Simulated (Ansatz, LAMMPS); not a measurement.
# Glassy 67P2O5-20BaO-13Al2O3 (mol %) (86 atoms): a short ab initio trajectory, part 2 of 2

Wanted: a short trajectory of glassy 67P2O5-20BaO-13Al2O3 (mol %) (86 atoms) with its pair distributions.

Ansatz 0.2.0; Kohn-Sham DFT, LDA, PAW (set soft_2), plane waves.

The cell: 20 P, 3 Ba, 4 Al and 59 O. The quench rate of 20 K/ps far exceeds what a furnace or splat quench reaches. The starting topology of bonds comes from the classical model. Only the Γ point is sampled, in a cell whose shortest periodic width is 11 Å. The levels lack spin–orbit coupling.

So far, density (g/cm³): step 3 (local order late in the run) 2.77.

## 4. Single point at the last frame (continued)

Neighbours are counted within 2.11 Å (O-P), 2.23 Å (O-Al), 3.29 Å (O-Ba), the cutoffs taken from the dynamics.

Length of the force by element and coordination:

| element | coordination | atoms | mean length of the force (eV/Å) | spread | least | most |
| --- | --- | --- | --- | --- | --- | --- |
| Al | all | 4 | 1.84 | 0.251 | 1.60 | 2.26 |
| Al | 4 | 2 | 1.98 | 0.280 | 1.70 | 2.26 |
| Al | 5 | 2 | 1.70 | 0.0973 | 1.60 | 1.80 |
| Ba | all | 3 | 1.42 | 0.447 | 1.08 | 2.05 |
| Ba | 5 | 1 | 2.05 | 0 | 2.05 | 2.05 |
| Ba | 6 | 2 | 1.10 | 0.0256 | 1.08 | 1.13 |
| O | all | 59 | 1.26 | 0.659 | 0.132 | 3.74 |
| O | 1 | 6 | 1.09 | 0.401 | 0.669 | 1.76 |
| O | 2 | 50 | 1.29 | 0.698 | 0.132 | 3.74 |
| O | 3 | 3 | 1.17 | 0.115 | 1.01 | 1.25 |
| P | all | 20 | 2.48 | 1.21 | 0.315 | 5.12 |

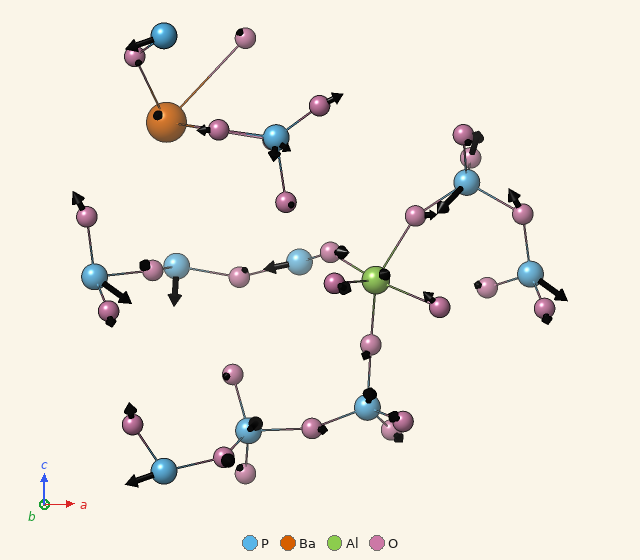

Forces as arrows; the longest in the cell is 5.12 eV/Å. Drawn is a slice 4 Å thick, seen along the normal of the ac plane.

Intrinsic-atomic-orbital charges by element and coordination:

| element | coordination | atoms | mean charge (e) | spread | least | most |
| --- | --- | --- | --- | --- | --- | --- |
| Al | all | 4 | 1.32 | 0.0619 | 1.23 | 1.39 |
| Al | 4 | 2 | 1.37 | 0.019 | 1.35 | 1.39 |
| Al | 5 | 2 | 1.27 | 0.0403 | 1.23 | 1.31 |
| Ba | all | 3 | 1.81 | 0.0196 | 1.78 | 1.83 |
| Ba | 5 | 1 | 1.82 | 0 | 1.82 | 1.82 |
| Ba | 6 | 2 | 1.81 | 0.0235 | 1.78 | 1.83 |
| O | all | 59 | -0.907 | 0.0732 | -1.07 | -0.811 |
| O | 1 | 6 | -0.909 | 0.0291 | -0.959 | -0.870 |
| O | 2 | 50 | -0.904 | 0.0759 | -1.07 | -0.811 |
| O | 3 | 3 | -0.960 | 0.0681 | -1.05 | -0.886 |
| P | all | 20 | 2.14 | 0.041 | 2.08 | 2.22 |

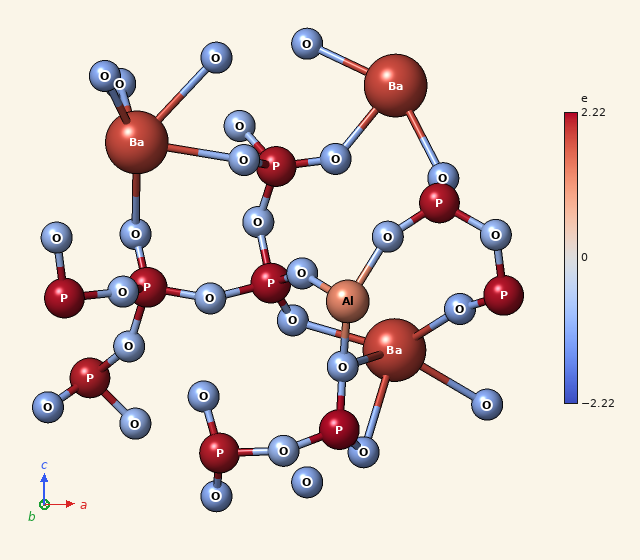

Atoms coloured by intrinsic-atomic-orbital charge. Drawn is a slice 5 Å thick, seen along the normal of the ac plane. Bonds to atoms that aren't drawn are left out.

States in the cell by windows of 1 eV, zero at the Fermi level; the larger projections on atomic orbitals stand beside the total:

| from (eV) | to (eV) | total | O p | P p | O s | Ba p |
| --- | --- | --- | --- | --- | --- | --- |
| -14 | -13 | 2.0 | 1.2 | 0.3 | 0.2 | 0.0 |
| -13 | -12 | 9.4 | 5.3 | 1.2 | 1.1 | 0.3 |
| -12 | -11 | 17.8 | 5.8 | 1.2 | 0.9 | 8.6 |
| -11 | -10 | 16.7 | 6.4 | 1.6 | 0.8 | 6.9 |
| -10 | -9 | 15.2 | 10.2 | 2.8 | 0.7 | 0.2 |
| -9 | -8 | 16.2 | 11.1 | 2.5 | 1.0 | 0.1 |
| -8 | -7 | 16.4 | 11.4 | 2.0 | 1.5 | 0.1 |
| -7 | -6 | 29.4 | 21.6 | 2.9 | 3.1 | 0.3 |
| -6 | -5 | 42.1 | 33.9 | 2.7 | 3.2 | 0.4 |
| -5 | -4 | 46.4 | 40.2 | 1.9 | 2.1 | 0.3 |
| -4 | -3 | 56.7 | 51.3 | 1.8 | 1.4 | 0.2 |
| -3 | -2 | 53.5 | 49.6 | 1.5 | 0.8 | 0.1 |
| -2 | -1 | 38.9 | 36.5 | 1.0 | 0.3 | 0.1 |
| -1 | 0 | 10.3 | 9.7 | 0.2 | 0.0 | 0.0 |
| 0 | 1 | 1.2 | 1.2 | 0.0 | 0.0 | 0.0 |
| 1 | 3 | 0.0 | 0.0 | 0.0 | 0.0 | 0.0 |
| 3 | 4 | 2.0 | 0.1 | 0.1 | 0.4 | 0.0 |
| 4 | 5 | 7.7 | 0.8 | 0.9 | 0.8 | 0.0 |

With fixed occupations the program's Fermi level is the highest filled level; weight inside the gap is the broadening of levels at its edges.

Between -26 and -14 eV lie 122 more states.

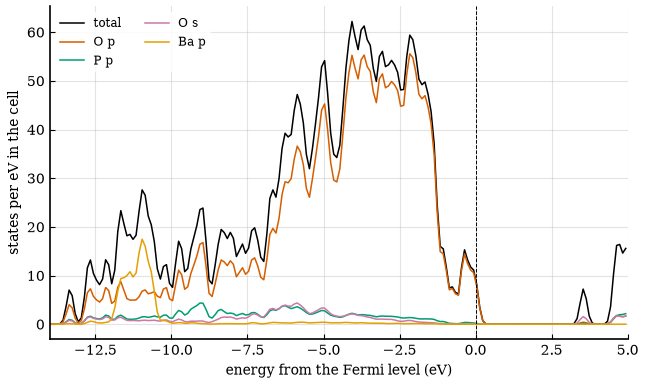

Total and projected density of states, with the broadening of the input.

The levels nearest the highest filled one (over half full), pooled over k-points and spins:

| level less the highest filled one (eV) | occupation |
| --- | --- |
| -1.03 | 2 |
| -0.736 | 2 |
| -0.413 | 2 |
| -0.356 | 2 |
| -0.165 | 2 |
| 0 | 2 |
| 3.55 | 0 |
| 4.59 | 0 |
| 4.67 | 0 |
| 4.80 | 0 |
| 4.96 | 0 |
| 5.07 | 0 |

Mean intrinsic-atomic-orbital charges: Al +1.32, Ba +1.81, O -0.91, P +2.14 e.

## 5. Summary of results

- mean temperature, second half: 454 K
- temperature swing, second half: 30.51 K
- slope of the conserved energy against time, by least squares: -0.313 meV/atom/ps
- free energy per atom: -775.7686 eV/atom
- pressure: -0.8117 GPa
- r.m.s. force component: 1.064 eV/Å
- gap (highest filled to lowest empty level): 3.549 eV
- wall time of the 2 DFT runs: 20 min

**Reading.** Over the second half of 249 fs the temperature averages 454 K, falling from about 496 to 426 K (means over the first and last quarter of that half). The conserved energy stays within 0.08 meV/atom. The count of bonds goes from 115 in the first frame to 115 in the last, by one set of cutoffs: 2 pairs passed out of them and 2 came within. The run spans 0.25 ps, too short for its means to be equilibrium values. Counting bonds as in the table, 50 % of Al atoms have 4 and as many 5, 67 % of Ba atoms have 6, 85 % of O atoms have 2 and all P atoms have 4 bonded neighbours. 66 % of the oxygens bridge two formers (P and Al) and 34 % are non-bridging. Between filled and empty levels lie 3.55 eV (at Γ alone); a local or semilocal functional tends to put such gaps too low. In a disordered cell it changes from sample to sample, and tail or defect levels can set it.

What to keep in mind: The network of bonds at the start is that of the classical potential that made the cell; in DFT 2 of its 115 bonded pairs passed out of the cutoffs and 2 came within them. The pressure of a single frame lacks the kinetic term, about 0.43 GPa here.

[Hosts, paths, dates, database ids (printed as entryN), source tags and the programs' standing remarks are cut or masked in the printed files.]
